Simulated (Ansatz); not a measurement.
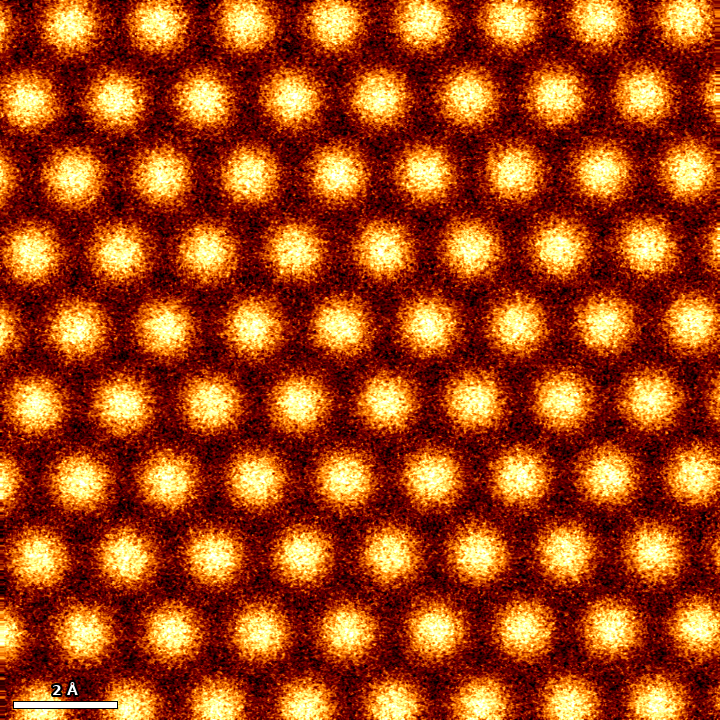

HAADF-like image of Mo (R-3m, No. 166). Simulation: incoherent imaging, intensity Z^1.6 per atom, probe width 1.14 Å, thin sample. The probe carries 25 % of its weight in a tail 2.5 times as wide. Shot noise and a slight drift were added. Model: the geometry relaxed with DFT PBE, scalar-relativistic, plane waves, PAW in Ansatz; the starting structure was generated, so it need not be a known form of this composition.

```cif
data_structure
_symmetry_space_group_name_H-M 'R-3m:H'
_symmetry_Int_Tables_number 166
_cell_length_a 2.9619
_cell_length_b 2.9619
_cell_length_c 19.0925
_cell_angle_alpha 90.000
_cell_angle_beta 90.000
_cell_angle_gamma 120.000
_cell_volume 145.06
loop_
_atom_site_label
_atom_site_type_symbol
_atom_site_symmetry_multiplicity
_atom_site_Wyckoff_symbol
_atom_site_fract_x
_atom_site_fract_y
_atom_site_fract_z
_atom_site_occupancy
Mo1 Mo 3 a 0.00000 0.00000 0.00000 1
Mo2 Mo 6 c 0.00000 0.00000 0.22460 1
```

Which beam direction gives this image, [100], [001], [210] or [131]? (Directions equivalent by symmetry count as one.)

Answer. [001]. The projected cells are 2.57 × 6.42 Å, 98° for [100]; 1.71 × 1.71 Å, 120° for [001]; 1.48 × 6.36 Å, 90° for [210]; 0.95 × 2.49 Å, 96° for [131], and the image repeats as the [001] one does.
